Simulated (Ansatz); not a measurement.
Consider Ga₃P₄ (distorted or defective cell).

Input

```
crystal:
  lattice:
    - [0.0, -5.5051169748, 0.0]
    - [0.0, 0.0, 5.5051169748]
    - [-5.5051169748, 0.0, 0.0]
  atoms:
    - { symbol: Ga, position: [0.5, 0.5, 1.0] }
    - { symbol: Ga, position: [0.0, 0.0, 0.0] }
    - { symbol: Ga, position: [0.5, 0.0, 0.5] }
    - { symbol: P, position: [0.25, 0.25, 0.25], spin: 0.25 }
    - { symbol: P, position: [0.75, 0.25, 0.75], spin: 0.25 }
    - { symbol: P, position: [0.25, 0.75, 0.75], spin: 0.25 }
    - { symbol: P, position: [0.75, 0.75, 0.25], spin: 0.25 }
  host:
    lattice:
      - [0.0, 2.7525584874, 2.7525584874]
      - [2.7525584874, 0.0, 2.7525584874]
      - [2.7525584874, 2.7525584874, 0.0]
    atoms:
      - { symbol: Ga, position: [0.0, 0.0, 0.0] }
      - { symbol: P, position: [0.25, 0.25, 0.25] }
basis:
  ecutwfc: 420
  xc_grid: 2
kpoints:
  mp_grid: { grid: [3, 3, 3], shift: [0.0, 0.0, 0.0] }
hamiltonian:
  xc: pbe
scf:
  occupations: { method: gaussian, width: 0.01 }
output:
  forces: true
  stress: false
  eigenvalues: true
  populations: true
  charged_corrections:
    defect_position: [0.0, 0.5, 0.5]
    epsilon: [[12.8535, 0.0, 0.0], [0.0, 12.8535, 0.0], [0.0, 0.0, 12.8535]]
  write_density: true
  write_potential: true
  elf: true
  volumetric_format: npy
magnetization:
  spin_polarized: true
relax:
  adjacent_minimum: "off"
  f_tol: 0.025
  max_steps: 45
```

Command:

```sh
ansatz run input.yaml --threads 4 --pin off --max-ram 8192MiB --backend cpu --events-out ev --progress --plain --runs-dir out
```

The fields are those of the relaxed geometry.

Spin-polarised.

All numbers below come from DFT PBE, scalar-relativistic, plane waves, PAW in Ansatz 0.2.0.

### Predict the valence pseudo-density and electron localisation function between the atoms.

Ga–P (2.39 Å): ρ is about 0.51 e/Å³ halfway; the ELF peaks at about 0.90 in the valence shell of P, 0.9 Å from its nucleus, and is about 0.75 at the midpoint.

### Does the calculation make it a metal, or give it a gap?

It is gapless in this calculation (a metal or semimetal).

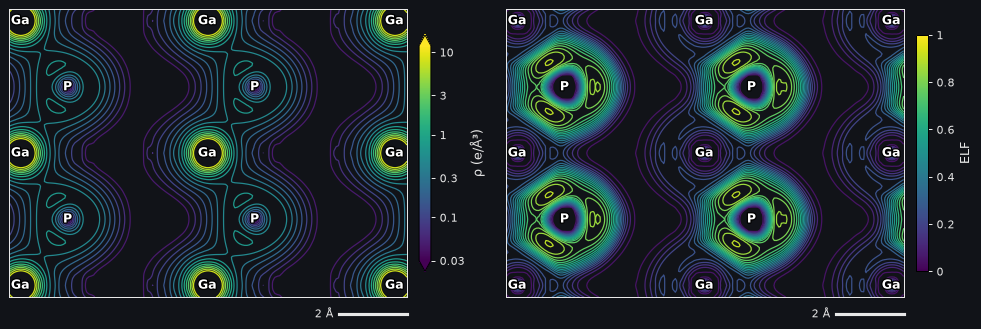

Computed valence pseudo-density and electron localisation function on the (011̄) plane of the calculation cell, in this order. 

The density is the valence pseudo-density of a PAW calculation; it isn't the true density close to the nuclei.
